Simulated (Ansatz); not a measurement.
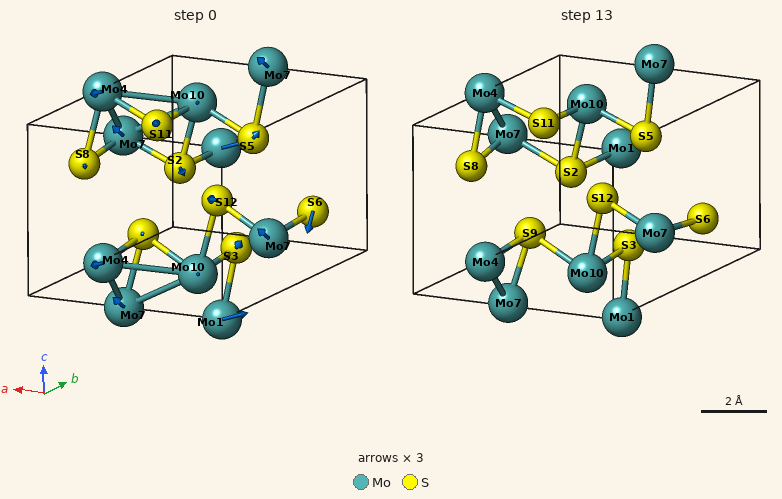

The structure of solid MoS₂ (built on the ZrS2-164 type type) before (left) and after (right) a relaxation, at one scale. The blue arrows give the displacements (the part carried along by the change of the cell is left out), 3 times their true length.

A ball-and-stick model of the cell of the calculation, seen from a free direction.

Case: shaken.

All numbers below come from DFT, PBEsol, plane waves, PAW in Ansatz 0.2.0. (plane-wave cutoff 420 eV; k-point mesh 6 × 6 × 4; occupations fermi dirac; smearing width 0.05 eV; no spin polarisation; cell and atoms relaxed; force threshold 0.01 eV/Å; at most 120 steps)

Q: What changed between the two?

A: Mo1 moves most relative to the cell: 0.29 Å along [−3 2 1]. By element the largest moves are Mo 0.29 Å, S 0.27 Å. The drawn cell changes as follows: a 6.211 → 6.414 Å (+3.3 %), b 6.339 → 6.414 Å (+1.2 %), c 6.047 → 5.947 Å (−1.7 %), α 90.3° → 90.0°, γ 120.5° → 120.0°; the volume changes by +3.3 %. Near-neighbour distances that change, for instance: Mo1–Mo4 3.153 → 2.768 Å, Mo1–Mo7 3.079 → 2.768 Å, Mo4–Mo10 3.009 → 3.218 Å, Mo4–Mo7 2.966 → 2.768 Å. Bond angles that change, for instance: Mo1–S6–Mo7 79.2° → 94.7°, Mo1–S6–Mo4 80.9° → 94.7°, Mo4–S5–Mo7 84.8° → 95.2°. The space group (tolerance 0.01 Å) goes from P1 (No. 1) to P3m1 (No. 156). The energy falls by 1.394 eV per cell of the calculation in 11 accepted moves (13 points after the start). Largest force component: 2.9 eV/Å at the start, 0.0036 eV/Å at the end. Pressure: 3.11 GPa at the start and 0.00 GPa at the end. The line search rejected the trial step at point 5 of the run. At 1 point the geometry stayed and the basis and grid were re-selected for the new cell (energy shift of 0.8 meV per cell of the calculation at most each time). Cost: 2.4 min on 1 × NVIDIA H100 80GB HBM3 with 2 threads of AMD EPYC 7R13 Processor (Zen 3), on a shared host, peak memory 1.1 GiB.
